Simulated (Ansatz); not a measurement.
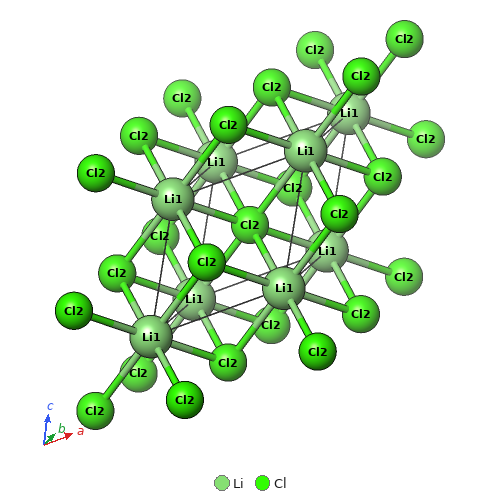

The system is LiCl (Fm-3m, No. 225; 2 atoms in the cell); the picture shows the reference structure. The cell is strained homogeneously, by one strain along x and y and another along z, with fractional coordinates fixed (x, y and z along the cube axes). First axis: strain along x and y. Second axis: strain along z. The scan uses a 5 × 5 grid. Points are written as (first, second). Energies: meV/atom, counted from the unstrained cell. The reference cell is the one listed in the database, not relaxed at this level. These are results of DFT PBE, scalar-relativistic, plane waves, PAW (Ansatz), not measurements. Settings: cutoff 420 eV, k-mesh 8×8×8, gaussian smearing 0.05 eV, no spin polarisation.

Its coordinates:

```
CELL_PARAMETERS angstrom
0.00000 2.56476 2.56476
2.56476 0.00000 2.56476
2.56476 2.56476 0.00000
ATOMIC_POSITIONS crystal
Li 0.00000 0.00000 0.00000
Cl 0.50000 0.50000 0.50000
```

Range: strain along x and y from −3.0 to 3.0 %; strain along z from −3.0 to 3.0 %.

What will the energy surface look like?

Answer. The lowest grid point is at (0.0 %, 1.5 %), 0.0 meV/atom from the unstrained cell. The bottom of the well lies between grid points, at about (0.4 %, 0.4 %), about 0.25 meV/atom lower on the interpolated surface. It is the only kind of minimum in the scanned range. The highest grid point, (−3.0 %, −3.0 %), lies 19.5 meV/atom above the lowest. Round the minimum the valley is somewhat tilted: raising strain along x and y shifts the best value of strain along z downwards (coupling k₁₂/√(k₁₁k₂₂) about 0.5). The gap on the k-mesh is 6.2 eV at the lowest point and runs from 5.9 to 6.8 eV over the map.

```tsv
strain along z ↓, strain along x and y →	−3.0	−1.5	0.0	1.5	3.0
3.0	7.7	2.2	1.0	3.5	9.1
1.5	8.7	2.2	0.0	1.5	6.1
0.0	10.8	3.2	0.0	0.5	4.0
−1.5	14.3	5.6	1.3	0.7	3.2
−3.0	19.4	9.6	4.2	2.5	3.9
```

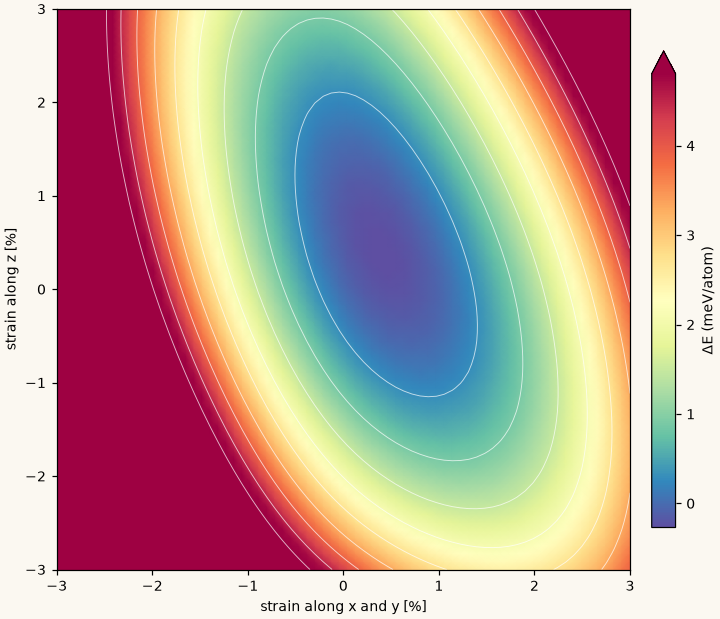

In the figure: a smooth colour map with a few white contour lines, one colour for all values above the top of the scale. Between grid points the surface is interpolated.
